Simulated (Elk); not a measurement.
# Magnetic state of AlFe3C from several starts, part 3 of 3

A self-consistent run ends on one state, which hangs on the start. Several orders of AlFe3C are started in Elk and their energies compared.

Elk 11.2.3 (patched build); LDA (Perdew-Wang); all-electron APW+lo, Dirac cores, scalar-relativistic bands.

So far, largest spin moment in the muffin-tin sphere (μB): step 2 (start 1: ferro +++) 0.786; step 3 (run 2 (ferri ++-)) 0.787.

## (6) The lowest state with spin–orbit coupling

Level of this step: LDA (Perdew-Wang); all-electron APW+lo, Dirac cores, scalar-relativistic bands with second-variational spin-orbit coupling (Elk).

Orbital moments arise only with spin–orbit coupling, and measured moments hold them.

The run goes on from the saved lowest state, with the moments along the z axis of the cell.

Input file elk.in:

```
tasks
  1
  15

xctype
  3

rgkmax
  7.0

nempty
  14

swidth
  0.005

reducebf
  0.5

epsengy
  1e-05

maxscl
  100

lmaxi
  3

spinpol
  .true.

spinorb
  .true.

cmagz
  .true.

sppath
  './'

avec
  7.16163750426 0.00000000000 0.00000000000
  0.00000000000 7.16163750426 0.00000000000
  0.00000000000 0.00000000000 7.16163750426

atoms
  3
  'Al.in'
  1
  0.0000000000 0.0000000000 0.0000000000   0.000000 0.000000 0.000000
  'Fe.in'
  3
  0.0000000000 0.5000000000 0.5000000000   0.000000 0.000000 -0.000140
  0.5000000000 0.5000000000 0.0000000000   0.000000 0.000000 -0.000140
  0.5000000000 0.0000000000 0.5000000000   0.000000 0.000000 -0.000140
  'C.in'
  1
  0.5000000000 0.5000000000 0.5000000000   0.000000 0.000000 0.000000

ngridk
  6 6 6
```

Started as:

```sh
> OMP_NUM_THREADS=2 elk
```

Numbers of over 12 decimals in the logs are rounded to 6 here.

Log:

```text
Warning(linengy): could not find 1 linearisation energies in s.c. loop 2
Warning(linengy): could not find 1 linearisation energies in s.c. loop 3
Warning(linengy): could not find 1 linearisation energies in s.c. loop 4
Warning(linengy): could not find 1 linearisation energies in s.c. loop 5
Warning(linengy): could not find 1 linearisation energies in s.c. loop 6
Warning(linengy): could not find 1 linearisation energies in s.c. loop 7
Warning(linengy): could not find 1 linearisation energies in s.c. loop 8
Warning(linengy): could not find 1 linearisation energies in s.c. loop 9
Warning(linengy): could not find 1 linearisation energies in s.c. loop 10
Warning(linengy): could not find 1 linearisation energies in s.c. loop 11
Warning(linengy): could not find 1 linearisation energies in s.c. loop 12
Warning(linengy): could not find 1 linearisation energies in s.c. loop 13
Warning(gndstate): core states of species 1 leak from the muffin-tin :   0.4949480093E-03
Warning(chksvso): spin-orbit splittings by the second variation are low [figures from our tests cut]: local-orbitals by j (lorbdm 7 and 8, zora) mend levels alone
Warning(linengy): could not find 1 linearisation energies in s.c. loop 1

--- INFO.OUT ---
┌─────────────────────────┐
│ Elk code version 11.2.3 │
└─────────────────────────┘

All units are atomic (Hartree, Bohr, etc.)

┌──────────────────────────────────────────┐
│ Ground-state run resuming from STATE.OUT │
└──────────────────────────────────────────┘

Lattice vectors :
   7.161637504       0.000000000       0.000000000
   0.000000000       7.161637504       0.000000000
   0.000000000       0.000000000       7.161637504

Species : 1 (Al)
 parameters loaded from : Al.in
 name : aluminium
 nuclear charge    :   -13.00000000
 electronic charge :    13.00000000
 atomic mass :    49184.33496
 muffin-tin radius :    2.200000000
 number of radial points in muffin-tin :    397
 inner part over the whole radius :   0.9634586160E-02
 number on inner part of muffin-tin    :    276
 approximate nuclear radius :   0.5839653600E-04
 number of mesh points to nuclear radius :    122
 atomic positions (lattice), magnetic fields (Cartesian) :
  1 :   0.00000000  0.00000000  0.00000000    0.00000000  0.00000000  0.00000000

Species : 2 (Fe)
 parameters loaded from : Fe.in
 name : iron
 nuclear charge    :   -26.00000000
 electronic charge :    26.00000000
 atomic mass :    101799.2075
 muffin-tin radius :    2.017610716
 number of radial points in muffin-tin :    497
 inner part over the whole radius :   0.9941143945E-02
 number on inner part of muffin-tin    :    349
 approximate nuclear radius :   0.7160107270E-04
 number of mesh points to nuclear radius :    168
 atomic positions (lattice), magnetic fields (Cartesian) :
  1 :   0.00000000  0.50000000  0.50000000    0.00000000  0.00000000  0.00000000
  2 :   0.50000000  0.50000000  0.00000000    0.00000000  0.00000000  0.00000000
  3 :   0.50000000  0.00000000  0.50000000    0.00000000  0.00000000  0.00000000

Species : 3 (C)
 parameters loaded from : C.in
 name : carbon
 nuclear charge    :   -6.000000000
 electronic charge :    6.000000000
 atomic mass :    21894.16674
 muffin-tin radius :    1.513208037
 number of radial points in muffin-tin :    297
 inner part over the whole radius :   0.9734838905E-02
 number on inner part of muffin-tin    :    202
 approximate nuclear radius :   0.4747601631E-04
 number of mesh points to nuclear radius :     84
 atomic positions (lattice), magnetic fields (Cartesian) :
  1 :   0.50000000  0.50000000  0.50000000    0.00000000  0.00000000  0.00000000

Total number of atoms per unit cell :    5
Total muffin-tin volume :    162.3262022
 ratio of muffin-tin to unit cell volume :   0.4419281064

Spin treatment :
 spin-polarised
 spin-orbit coupling
 global magnetic field (Cartesian) :    0.000000000       0.000000000       0.000000000
 collinear magnetisation in z-direction

Number of Bravais lattice symmetries :   48
Number of crystal symmetries         :    8
Crystal has inversion symmetry
Real symmetric eigensolver will be used

k-point grid :      6     6     6
k-point offset :    0.000000000       0.000000000       0.000000000
k-point set is reduced with full crystal symmetry group
Total number of k-points :       44

Muffin-tin radius times maximum |G+k| :    7.000000000
 using average radius
Maximum |G+k| for APW functions       :    3.583847634
Maximum (1/2)|G+k|²                   :    6.421981930
Maximum |G| for potential and density :    12.00000000
Constant for pseudocharge density :    7
 order of it for each species :   14  14  14
 order of it for pair densities of each species (exact exchange by exxq0 0: 14) :   12  10   4
Radial integration step length :    1

G-vector grid sizes :     28    28    28
Number of G-vectors :    10827

Maximum angular momentum used for
 APW functions            :    8
 outer part of muffin-tin :    6
 inner part of muffin-tin :    3

Number of empty states         :     70
Total number of valence states :    202
Total number of core states    :     36

Third-order local-orbitals added for an l without core states : T
Total number of local-orbitals :     87

Exchange-correlation functional :      3     0     0
 Perdew-Wang/Ceperley-Alder, Phys. Rev. B 45, 13244 (1992)
 gradient requirement :    0
 local density approximation (LDA)

Smearing type :    3
 Fermi-Dirac
Smearing width :   0.5000000000E-02
Effective electronic temperature (K) :    1578.875124

Mixing type :    3
 Broyden mixing, J. Phys. A: Math. Gen. 17, L317 (1984)

Potential read in from STATE.OUT

┌──────────────────────────────┐
│ Self-consistent loop started │
└──────────────────────────────┘

[... earlier loops left out ...]

┌──────────────────┐
│ Loop number : 13 │
└──────────────────┘

Energies :
 Fermi                       :     0.348152
 sum of occupied eigenvalues :     -2348.5394676381
 electron kinetic            :      4140.7402659632
 core electron kinetic       :      3649.9399791549
 Coulomb                     :     -8048.4340089081
 Coulomb potential           :     -6246.0778777961
 nuclear-nuclear             :     -704.77184764836
 electron-nuclear            :     -8463.5061304967
 Hartree                     :      1119.8439692370
 Madelung                    :     -4925.3950700101
 xc potential                :     -243.16259581073
 xc effective B-field        :    -0.39260114875489E-01
 external B-field            :      0.000000
 exchange                    :     -175.71385184302
 correlation                 :     -8.088168
 electron entropic           :    -0.12610152077362E-01
 total energy                :     -4091.5083733329
 (external B-field energy excluded from total)

Density of states at Fermi energy :    157.4623217
 (states/Hartree/unit cell)

Estimated indirect band gap :   0.1025665064E-03
 from k-point 35 to k-point 38
Estimated direct band gap   :   0.1395645978E-02
 at k-point 13

Charges :
 core                        :    36.00000000
 valence                     :    61.00000000
 interstitial                :    8.427416646
 muffin-tins (core leakage)
  species : 1 (Al)
   atom 1                    :    11.22810960     (  0.4949480093E-03)
  species : 2 (Fe)
   atom 1                    :    24.26708664     ( -0.3455783277E-05)
   atom 2                    :    24.26712635     ( -0.3455781961E-05)
   atom 3                    :    24.26708664     ( -0.3455783277E-05)
  species : 3 (C)
   atom 1                    :    4.543174125     (  0.4478914873E-04)
 total in muffin-tins        :    88.57258335
 total calculated charge     :    96.99924288
 total charge                :    97.00000000
 error                       :   0.7571184471E-03

Moments :
 interstitial                :  -0.1870682334E-01
 muffin-tins
  species : 1 (Al)
   atom 1                    :  -0.4472860656E-01
  species : 2 (Fe)
   atom 1                    :   0.7864829173
   atom 2                    :   0.7866705483
   atom 3                    :   0.7864829173
  species : 3 (C)
   atom 1                    :  -0.5801680473E-01
 total in muffin-tins        :    2.256890972
 total moment                :    2.238184148

┌──────────────────────────────┐
│ Self-consistent loop stopped │
└──────────────────────────────┘

Warning : core states of species 1 leak from the muffin-tin :   0.4949480093E-03

Wrote STATE.OUT
```

Wall time 5.4 min (2 threads of Arm Neoverse V1, shared host); peak memory 0.23 GiB.

Spin moment in the muffin-tin sphere by atom:

```csv
atom,spin moment in the muffin-tin sphere (μB)
Al1,-0.045
Fe2,0.786
Fe3,0.787
Fe4,0.786
C5,-0.058
```

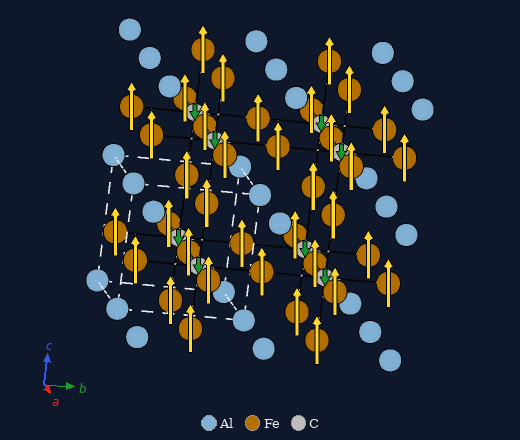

Spin moment in the muffin-tin sphere as arrows, the longest 0.787 μB. Up and down stand for the sign. Arrows give size and sign along the axis of quantisation, drawn up and down the page. Each arrow also spans its atom, so small moments look longer than they are. The two directions have two colours. 2×2×2 cells are drawn. Some periodic images of atoms are drawn too.

Numbers from this step:

| Property | Result |
| --- | --- |
| density of states at the Fermi level | 5.787 states/eV/cell |
| moment between the spheres | -0.01871 μB |
| magnetization | 2.238 μB |
| final state | ferromagnetic |

Orbital moment <L> in the sphere by atom:

```csv
atom,x (μB),y (μB),z (μB),size
Al1,0.0000,0.0000,0.0000,0.0000
Fe2,0.0000,0.0000,0.0195,0.0195
Fe3,0.0000,0.0000,0.0554,0.0554
Fe4,0.0000,0.0000,0.0195,0.0195
C5,0.0000,0.0000,0.0000,0.0000
```

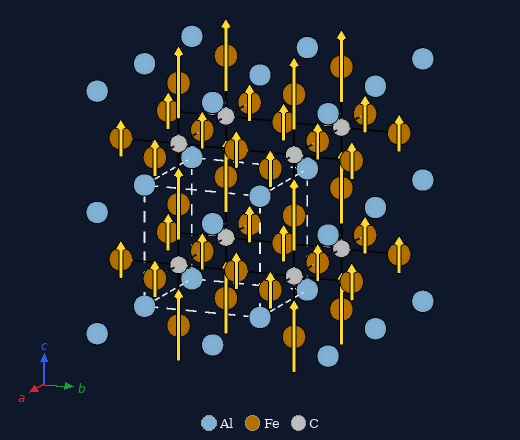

Orbital moment <L> in the sphere as arrows, the longest 0.0554 μB. Each arrow also spans its atom, so small moments look longer than they are. 2×2×2 cells are drawn. Some periodic images of atoms are drawn too.

## (7) Summary of results

- lowest state found: ferromagnetic (typed ferro +++)
- largest site moment: 0.786 μB
- next state: non-magnetic, 11.1 meV a seeded atom higher
- energy gained by spin polarisation: 11.1 meV a seeded atom
- with spin–orbit coupling: largest spin moment and its orbital moment: 0.787 and 0.0554 μB

**Reading.** The lowest state found is ferromagnetic, reached from the start ferro +++, with moments up to 0.786 μB. All starts that keep moments end in one and the same state, so no two orders were compared. Spin polarisation gains little. 1 start left the typed pattern (a sign turned or a seeded moment died), so such an energy belongs to the state reached, not the one typed. The orbital moment is parallel to the spin. This is the lowest of 3 finished starts, no proof of the ground state. A linearisation energy was not found in some loops, which can move the energies.

[Logs and program files are shortened in this print: banners, set-up blocks, solver, clock and traceback lines can be left out without a mark of their own.]

[Logs are printed without paths, hosts, clocks, repeated set-up lines and the standing remarks that a program may print on its own settings, such as how far it seeks lower states.]

[Hosts, paths, dates, database ids (printed as entryN), source tags and the programs' standing remarks are cut or masked in the printed files.]

[Where a cell is said to come from a database of computed structures, the database is the Materials Project.]
